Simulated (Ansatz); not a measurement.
Al3Ga4N7: several calculations on one system

**1. Relaxation**

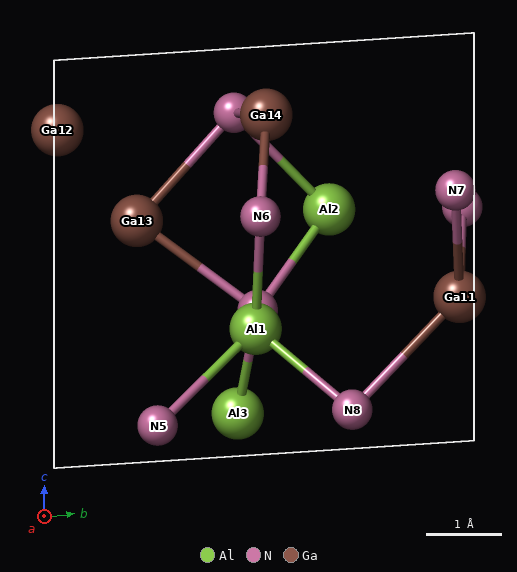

This is the input geometry for a relaxation of an amorphous cell of composition Al$_{3}$Ga$_{4}$N$_{7}$ (coarse preliminary run). The picture is a ball-and-stick view of the cell of the calculation, seen along the a axis.

Case: the last frame of the dynamics.

Theory: DFT PBE, scalar-relativistic, plane waves, PAW (Ansatz 0.2.0).

The input:
```yaml
crystal:
  lattice:
    - [5.42341, -0.021816, -0.102099]
    - [-0.021816, 5.673736, 0.183245]
    - [-0.102099, 0.183245, 5.499889]
  atoms:
    - { symbol: Al, position: [0.6061597747, 0.4802125495, 0.3094348997] }
    - { symbol: Al, position: [0.1100772625, 0.6551133854, 0.5902253106] }
    - { symbol: Al, position: [0.0431404362, 0.4375187349, 0.1046614761] }
    - { symbol: "N", position: [0.4599829182, 0.9721532537, 0.5749651653] }
    - { symbol: "N", position: [0.7533418537, 0.2466750711, 0.0879437801] }
    - { symbol: "N", position: [0.7939413121, 0.4916497963, 0.5839578043] }
    - { symbol: "N", position: [0.9790464116, 0.9559594926, 0.6170189971] }
    - { symbol: "N", position: [0.7652917169, 0.7101667753, 0.0956801286] }
    - { symbol: "N", position: [0.2421392964, 0.4282740876, 0.8426293962] }
    - { symbol: "N", position: [0.2469674617, 0.4850394872, 0.3550803803] }
    - { symbol: Ga, position: [0.7308786707, 0.9657934068, 0.3550426269] }
    - { symbol: Ga, position: [0.7315401548, 0.0079687335, 0.8282371526] }
    - { symbol: Ga, position: [0.2115839653, 0.1972406432, 0.5930146781] }
    - { symbol: Ga, position: [0.58659917, 0.5054109849, 0.8323117451] }
  symmetry: { detect: false }
basis:
  ecutwfc: 420
kpoints:
  mp_grid: { grid: [3, 2, 3], shift: [0.0, 0.5, 0.0] }
hamiltonian:
  xc: pbe
scf:
  occupations: { method: gaussian, width: 0.1 }
  lower_state_search: "off"
output:
  forces: true
  stress: true
  eigenvalues: true
relax:
  adjacent_minimum: "off"
  f_tol: 0.04
  max_steps: 70
  cell: { stress_tol: 0.3 }
```

Command:
```bash
ansatz run input.yaml --threads 2 --pin off --max-ram 5120MiB --backend cpu --events-out ev --progress --plain --runs-dir out
```

### What does the optimiser find from here?

Ga14 moves most relative to the cell: 0.88 Å roughly along [−1 3 0]. Largest moves by element: Ga 0.88 Å, N 0.46 Å, Al 0.39 Å. The volume changes by +3.5 %, with a 5.424 → 5.558 Å (+2.5 %), b 5.677 → 5.625 Å (−0.9 %), c 5.504 → 5.598 Å (+1.7 %), α 86.2° → 91.2°, β 92.1° → 88.2°, γ 90.5° → 88.6°. Among the contacts that change: N5–Ga14 2.147 → 3.330 Å, N8–Ga12 2.172 → 3.280 Å, N6–Ga12 2.999 → 2.028 Å, N4–Ga14 2.994 → 2.025 Å. New bonds form, among them: N4–Ga14 (2.99 → 2.02 Å), N6–Ga12 (3.00 → 2.03 Å). Bonds break, among them: N5–Ga14 (2.15 → 3.33 Å), N8–Ga12 (2.17 → 3.28 Å). Among the angles between lasting bonds that change: Al3–N8–Ga14 83.8° → 113.3°, Al1–N5–Ga12 153.5° → 125.4°, Ga11–N5–Ga12 88.8° → 116.8°. After 12 accepted moves (15 points after the start) the energy has fallen by 2.417 eV per cell of the calculation. Largest force component: 2.1 eV/Å at the start, 0.037 eV/Å at the end. Pressure: 5.89 GPa at the start and 0.05 GPa at the end. The line search rejected the trial step at point 10 of the run. At 2 points the geometry stayed and the basis and grid were re-selected for the new cell (energy shift of 40.1 meV per cell of the calculation at most each time). The run took 3.4 min on 2 threads of Intel(R) Xeon(R) Processor @ 2.50GHz (Skylake/Cascade Lake), with other jobs on the host, peak memory 0.5 GiB.

The structure at the end:

```
CELL_PARAMETERS angstrom
5.55688 0.06662 0.08659
0.07177 5.62413 -0.05920
0.09059 -0.05746 5.59704
ATOMIC_POSITIONS crystal
Al 0.58504 0.44393 0.30202
Al 0.05822 0.61093 0.60076
Al 0.03026 0.44214 0.10697
N 0.51954 0.95664 0.62699
N 0.77969 0.20854 0.11944
N 0.75027 0.45371 0.60271
N 0.00172 0.94219 0.58146
N 0.73981 0.67288 0.11653
N 0.23335 0.46943 0.84113
N 0.24743 0.43156 0.35658
Ga 0.76374 0.94209 0.32555
Ga 0.75842 0.14277 0.77955
Ga 0.25224 0.16836 0.59488
Ga 0.54097 0.65399 0.81562
```

After the run, drawn alike:

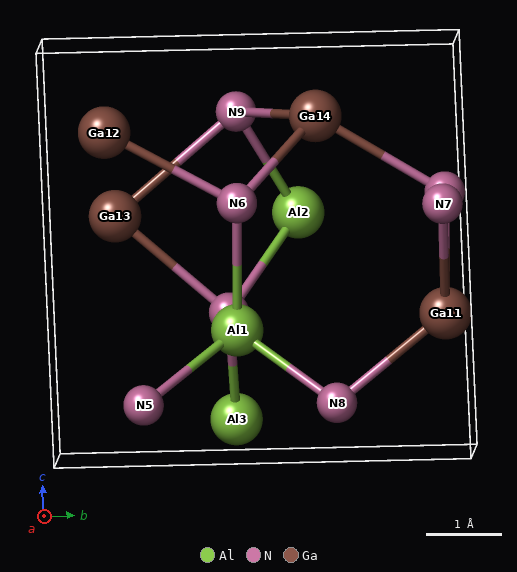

Limits of the set-up: the periodic images lie only 5.4 Å apart, so the values are limited by the cell's size.

**2. Dynamics**

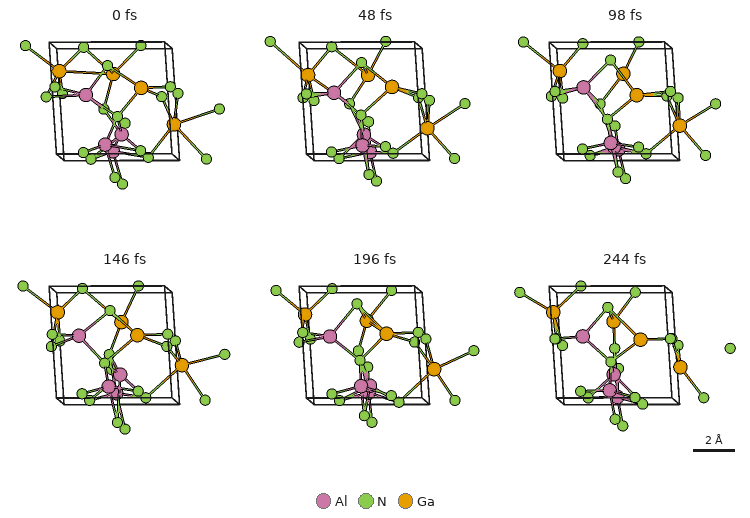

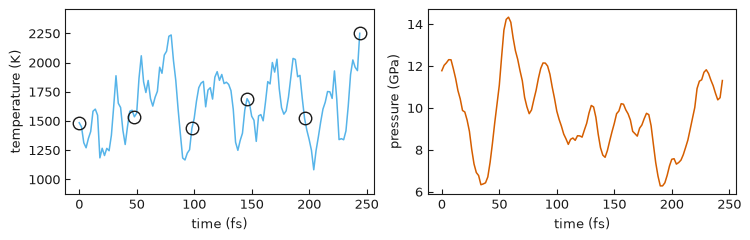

A Born-Oppenheimer molecular dynamics run of an amorphous cell of composition Al₃Ga₄N₇ (14 atoms in the cell), 244 fs long. It starts from the last geometry of an earlier run, with fresh velocities. Frames and the history of the run. A ball-and-stick model of the simulation cell, seen from a free direction. Bonds to atoms that aren't drawn are left out.

Level of theory: DFT PBE, scalar-relativistic, plane waves, PAW in Ansatz 0.2.0. Settings: plane-wave cutoff 420 eV; k-point mesh 1 × 1 × 1; Fermi-Dirac smearing 0.138 eV; set temperature 1600 K; time step 2 fs.

> What happens in this trajectory?

In the second half of the run the atoms are, in the root-mean-square, this far from where they began (common drift taken out): Ga 0.42 Å, N 0.39 Å, Al 0.34 Å. Against the typical shortest distance between atoms in the first frame, about 1.8 Å these are large excursions, but over 244 fs one can't yet tell strong vibration from the start of diffusion. Over the second half the temperature averages 1655 K (spread ±248 K). The potential energy in the second half lies on average 105 meV per atom below the first frame. The mean pressure there is 9.1 GPa.

Limits of the set-up: the periodic images lie only 5.4 Å apart, so the values are limited by the cell's size.

The run took 4.2 min on 2 threads of Intel(R) Xeon(R) Processor @ 2.50GHz (Skylake/Cascade Lake) (shared host), peak memory 0.38 GiB.

**3. Dynamics**

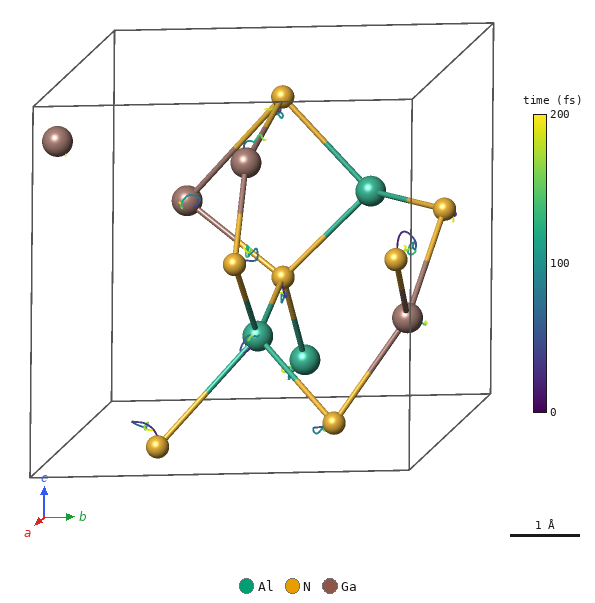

Molecular dynamics of an amorphous cell of composition Al₃Ga₄N₇ (14 atoms in the cell), 200 fs long. It starts from the last geometry of an earlier run, with fresh velocities. Lines trace each atom's path, coloured by time; spheres stand at the starting positions. Seen slightly off an axis in the simulation cell.

These are results of DFT PBE, scalar-relativistic, plane waves, PAW (Ansatz 0.2.0), not measurements. Set-up: plane-wave cutoff 420 eV; k-point mesh 1 × 1 × 1; Fermi-Dirac smearing 0.05 eV; set temperature 300 K; time step 2 fs.

Input file:
```yaml
crystal:
  lattice:
    - [5.42341, -0.021816, -0.102099]
    - [-0.021816, 5.673736, 0.183245]
    - [-0.102099, 0.183245, 5.499889]
  atoms:
    - { symbol: Al, position: [0.5732099595, 0.5070417337, 0.2838098775] }
    - { symbol: Al, position: [0.2545984807, 0.7339341097, 0.6044427164] }
    - { symbol: Al, position: [0.0344275448, 0.5169896011, 0.1088464133] }
    - { symbol: "N", position: [0.4804190836, 0.9770446745, 0.5972701668] }
    - { symbol: "N", position: [0.7602594452, 0.2849174384, 0.028375264] }
    - { symbol: "N", position: [0.8332246298, 0.4993802876, 0.5305704686] }
    - { symbol: "N", position: [0.9945941856, 0.9596937198, 0.5675084596] }
    - { symbol: "N", position: [0.7746924953, 0.7530280511, 0.0856566438] }
    - { symbol: "N", position: [0.2576521925, 0.5001629793, 0.8639282382] }
    - { symbol: "N", position: [0.2538334156, 0.5042016274, 0.3765384049] }
    - { symbol: Ga, position: [0.728170297, 0.9346641086, 0.356286734] }
    - { symbol: Ga, position: [0.7123199136, 0.003741945, 0.8475476193] }
    - { symbol: Ga, position: [0.1589972376, 0.2292081854, 0.5691528048] }
    - { symbol: Ga, position: [0.6104096437, 0.4798494533, 0.7590903005] }
  symmetry: { detect: false }
basis:
  ecutwfc: 420
  xc_grid: 1
kpoints:
  mp_grid: { grid: [1, 1, 1], shift: [0.25, 0.25, 0.25] }
hamiltonian:
  xc: pbe
scf:
  occupations: { method: fermi_dirac, width: 0.05 }
  lower_state_search: "off"
  convergence: { dr2_threshold: 1.0e-05 }
output:
  forces: true
  stress: true
md:
  timestep: 2.0
  n_steps: 100
  ensemble: nvt_langevin
  friction: 0.015
  temperature: 300.0
  initial_velocities: maxwell_boltzmann
  seed: 33507
```

Run as
```bash
ansatz run input.yaml --threads 2 --pin off --max-ram 5120MiB --backend cpu --events-out ev --progress --plain --runs-dir out
```

What do the traces tell about the motion?

In the second half of the run the atoms are, in the root-mean-square, this far from where they began (common drift taken out): Al 0.42 Å, Ga 0.32 Å, N 0.25 Å. Against the typical shortest distance between atoms in the first frame, about 1.8 Å these are large excursions, but over 200 fs one can't yet tell strong vibration from the start of diffusion. The mean temperature in the second half is 399 K (standard deviation 59 K). That is above the set 300 K, because the structure releases potential energy faster than the thermostat removes it. The potential energy is still drifting at the end, so the run hasn't reached equilibrium. The potential energy in the second half lies on average 187 meV per atom below the first frame. The first frame is far from relaxed (forces up to 3.8 eV/Å), so much of the motion is the structure settling. The mean pressure there is 5.2 GPa.

Limits of the set-up: the periodic images lie only 5.4 Å apart, so the values are limited by the cell's size.

The run took 2.8 min on 2 threads of Intel(R) Xeon(R) Processor @ 2.50GHz (Skylake/Cascade Lake) (shared host), peak memory 0.37 GiB.
